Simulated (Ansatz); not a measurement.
**GaP: density, localisation and related maps**

Input file:

```
crystal:
  lattice:
    - [3.45666, 0.0, 0.0]
    - [0.0, 3.45666, 0.0]
    - [0.0, 0.0, 2.80256]
  atoms:
    - { symbol: Ga, position: [0.0, 0.0, 0.0] }
    - { symbol: P, position: [0.5, 0.5, 0.5] }
hamiltonian:
  xc: { exchange: pbesol, correlation: pbesol, exx: { coeff: 0.25 } }
  pseudopotentials: { kind: paw }
kpoints:
  mp_grid: { grid: [4, 4, 5] }
scf:
  occupations: { method: fermi_dirac, width: 0.05 }
output:
  forces: true
  stress: true
  eigenvalues: true
  write_density: true
  write_potential: true
  elf: true
  volumetric_format: npy
```

Below, planes, directions and counts refer to the conventional cell (a = 3.46 Å, b = 3.46 Å, c = 2.80 Å, α = 90.00°, β = 90.00°, γ = 90.00°).

Space group P4/mmm; a generated structure, not necessarily the stable one; computed pressure about −3 GPa in this cell.

Level of theory: Kohn-Sham DFT of a periodic cell, PBEsol0, Ansatz PAW (Ansatz).

In a PAW calculation such maps are meaningful between the atoms, not at the nuclei.

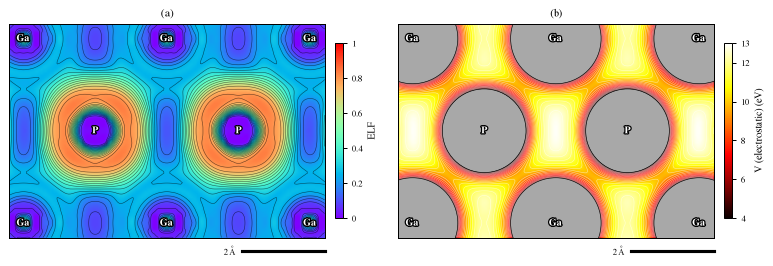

Figure 1. (a) electron localisation function; (b) electrostatic potential (local pseudopotential plus Hartree) felt by an electron on the (101) plane of the conventional cell. Grey discs cover the atomic cores in the potential map.

> What does the map show?

Atoms in the plane: Ga and P. Ga–P (2.82 Å): the ELF peaks at about 0.85 in the valence shell of P, 0.8 Å from its nucleus, and is about 0.45 at the midpoint. The features right at Ga lie inside the PAW spheres, where the map follows smoothed inner orbitals and isn't to be read closely. Outside the cores the potential energy rises away from the atoms and is highest about 1.7 Å from the nearest atoms; its zero is arbitrary.

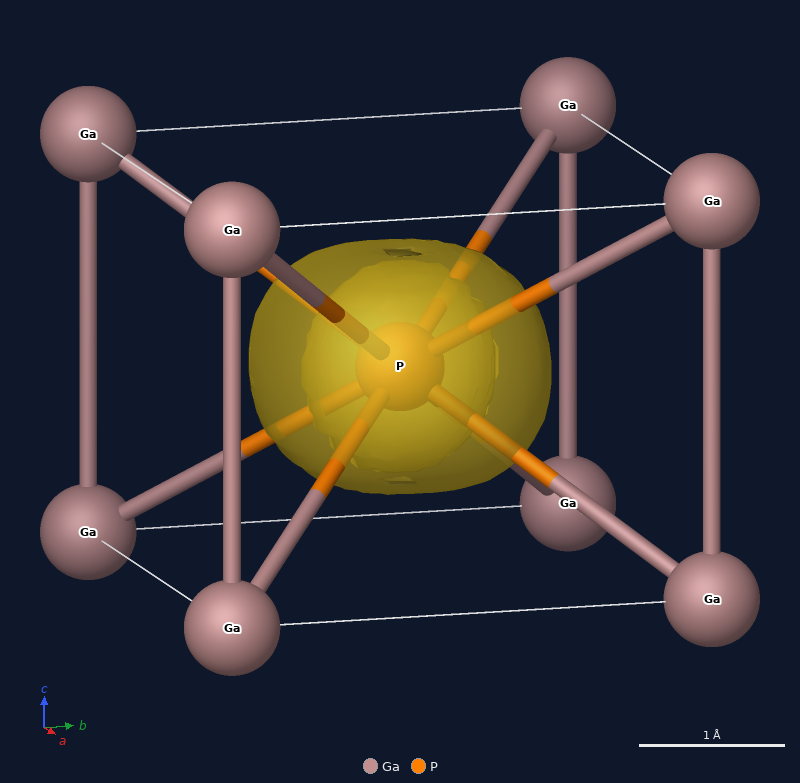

Figure 2. Isosurface of the ELF at 0.75 (yellow), seen slightly off an axis. Only the valence region is drawn (cores and ρ < 0.01 e/Å³ removed). Sticks mark near contacts.

> What do the ELF domains correspond to?

At this value the surface marks out one region wrapped around P (its valence shell), counted in one cell of 2 atoms. Regions shared between cells count once.


Ga–Ga (2.80 Å): the ELF is about 0.25 at the midpoint; no shared electron pair shows on this line.

> Does the calculation make it a metal, or give it a gap?

It is metallic or semimetallic at this level of theory: no gap opens.
